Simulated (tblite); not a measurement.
# Single-point calculation, with input and output: Si

The run: single-point calculation of Si (P6₃/mmc, 4 atoms in the cell). Method and program: with the settings of its input (tblite 0.8.0).

The structure was built on a prototype by a generator. Some settings of this run were made unusual or wrong on purpose. The geometry comes from this level: r2SCAN.

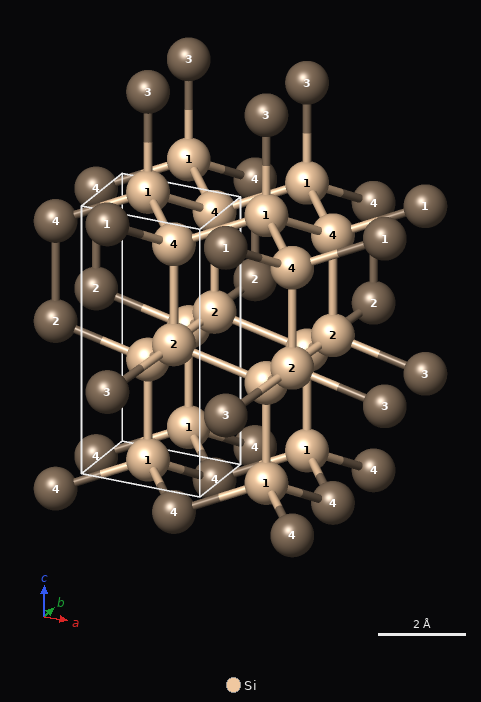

Fig. 1: The input geometry (ball-and-stick view of the cell of the calculation, repeated 2 × 2 × 1, seen slightly off an axis; neighbours outside the cell are drawn fainter; atoms are numbered from 1 in the order of the input).

Input
```python
import json
from ase import Atoms
from ase.build import make_supercell
from ase.units import Bohr, GPa, Hartree
from tblite.interface import Calculator

atoms = Atoms(['Si', 'Si', 'Si', 'Si'],
              cell=[[3.83212956, 0.0, 0.0], [-1.91606478, 3.31872155, 0.0], [0.0, 0.0, 6.34121684]],
              scaled_positions=[[0.333333333, 0.666666667, 0.000560941], [0.666666667, 0.333333333, 0.500560941], [0.333333333, 0.666666667, 0.374439059], [0.666666667, 0.333333333, 0.874439059]],
              pbc=True)
cluster = make_supercell(atoms, [[1, 0, 0], [0, 1, 0], [0, 0, 1]])
calc = Calculator('GFN2-xTB', cluster.numbers, cluster.positions / Bohr, lattice=cluster.cell[:] / Bohr, periodic=cluster.pbc)
calc.set('temperature', 0.02 / Hartree)
calc.set('max-iter', 150)
res = calc.singlepoint()
levels = res.get('orbital-energies') * Hartree
nv = round(res.get('orbital-occupations').sum() / 2)
cells = len(cluster) // len(atoms)
out = {'energy_per_cell': res.get('energy') * Hartree / cells, 'homo': levels[nv - 1], 'lumo': levels[nv],
       'stress': (-res.get('virial') * Hartree / cluster.get_volume() / GPa).tolist(), 'charges': res.get('charges')[:len(atoms)].tolist(), 'electrons': 2 * nv / cells}
json.dump(out, open('results.json', 'w'))
for key, value in out.items():
    print(key, value)
```

Run on 1 thread of Arm Neoverse V2, 112 GiB of memory available, shared host.

Run as:
```bash
python run.py
```

The program's output
```
------------------------------------------------------------
  cycle        total energy    energy error   density error
------------------------------------------------------------
      1     -6.474926973728  -6.5216907E+00   1.8667358E-01
      2     -6.485997576877  -1.1070603E-02   1.0864718E-01
      3     -6.487306273561  -1.3086967E-03   2.7137329E-02
      4     -6.487554279851  -2.4800629E-04   3.8188118E-03
      5     -6.487555364424  -1.0845734E-06   3.4908788E-03
      6     -6.487557809192  -2.4447677E-06   9.6889139E-04
      7     -6.487558074576  -2.6538415E-07   3.8788887E-04
      8     -6.487558159593  -8.5017203E-08   6.1680434E-06
------------------------------------------------------------

 total:                                   0.279 sec
energy_per_cell -176.53544943622282
homo -6.281385733286153
lumo -4.888865092247986
stress [[-2.322583008198635, -9.116582320541749e-05, 5.706021285869142e-07], [-9.116582320625941e-05, -2.322688287166951, -3.294373129919319e-07], [5.706021276358398e-07, -3.294373140995142e-07, 4.0969480333036]]
charges [-2.4498177327303416e-06, 2.449816429966889e-06, 2.449813619631591e-06, -2.4498123183669396e-06]
electrons 16.0
```

Outcome

| quantity | value |
| --- | --- |
| outcome | converged |
| space group (tolerance 0.01 Å) | P6₃/mmc (194) |
| electrons treated | 16 |
| total energy | −176.5354 eV |
| band gap | 1.39 eV |
| pressure | −0.18 GPa |
| wall time | 0.77 s |
| peak memory | 0.091 GiB |

Diagnosis

Some settings of this run were drawn to be unusual or wrong. It converged; results that depend on the unusual settings are not reference values.
